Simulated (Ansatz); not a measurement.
```
Pt
1.0
     2.80729    0.00000    0.00000
     0.00000    3.97011    0.00000
     0.00000    0.00000   24.82553
Pt
8
Direct
  0.50000 0.50000 0.30211
  0.00000 0.00000 0.35865
  0.50000 0.50000 0.41519
  0.00000 0.00000 0.47173
  0.50000 0.50000 0.52827
  0.00000 0.00000 0.58481
  0.50000 0.50000 0.64135
  0.00000 0.00000 0.69789
```

Not relaxed (largest force 0.9 eV/Å).

The calculation used DFT PBE, scalar-relativistic, plane waves, PAW in Ansatz.

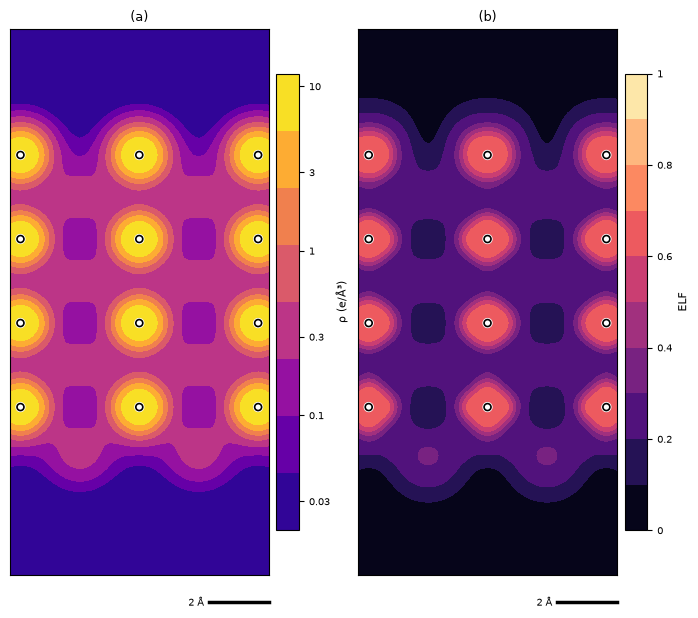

Pt (slab). (a) valence charge density (pseudo); (b) electron localisation function on the (100) plane of the calculation cell, a cut from vacuum to vacuum. Circles mark the nuclei in the plane (Pt).

In a PAW calculation such maps are meaningful between the atoms, not at the nuclei.

Question: Describe what can be read from this map.

Answer: The plane passes through Pt nuclei.
Pt–Pt (2.81 Å): the density is about 0.35 e/Å³ at the midpoint; the ELF is about 0.25 at the midpoint: no localised pair shows between them.
The density dies away to nearly zero in the vacuum.
The features right at Pt lie inside the PAW spheres, where the map follows smoothed inner orbitals and isn't to be read closely.

Question: Does the calculation make it a metal, or give it a gap?

Answer: It is metallic or semimetallic at this level of theory: no gap opens.
